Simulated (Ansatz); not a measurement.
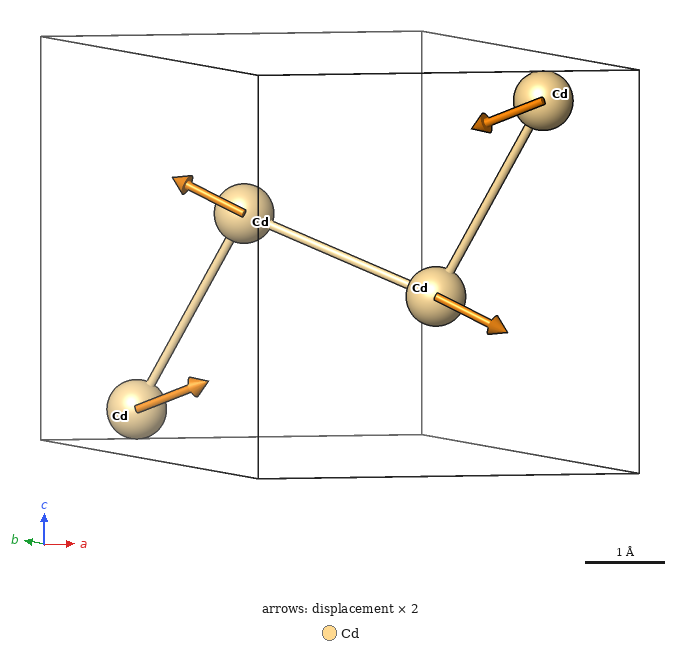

This is a relaxation of solid Cd (built on the alpha-gallium_64 type). The starting structure is drawn; orange arrows show the displacements (the part carried along by the change of the cell is left out), 2 times their true length.

Style: ball-and-stick. Shown: the cell of the calculation, from a free direction.

Case: alpha-gallium type (Cmce, No. 64).

These are results of Ansatz, DFT PBE, scalar-relativistic, plane waves, PAW, not measurements. Set-up: plane-wave cutoff 420 eV; k-point mesh 10 × 10 × 10; occupations gaussian; smearing width 0.1 eV; no spin polarisation; cell and atoms relaxed; force threshold 0.01 eV/Å; at most 80 steps.

**What did the optimiser do to the structure, and how much energy did it gain?**

Over 13 accepted moves (18 points after the start) the energy falls by 121 meV per atom. The largest force component goes from 0.065 to 0.00011 eV/Å. Pressure: 0.33 GPa at the start and 0.00 GPa at the end. The line search rejected the trial steps at points 9, 11, 13 of the run. At 2 points the geometry stayed and the basis and grid were re-selected for the new cell (energy shift of 1.5 meV per atom at most each time). The largest moves relative to the cell, 0.55 Å, are those of Cd atoms. Cell: a = b 4.909 → 3.967 Å (−19.2 %), c 5.205 → 5.915 Å (+13.6 %), γ 118.0° → 92.1°. Volume −16.0 %. Some distances before and after: Cd–Cd 5.793 → 3.216 Å, Cd–Cd 4.528 → 3.216 Å, Cd–Cd 2.854 → 3.215 Å, Cd–Cd 3.032 → 3.126 Å. The space group (tolerance 0.01 Å) goes from Cmce (No. 64) to Fmmm (No. 69). The run took roughly 9 core-minutes on a shared host.
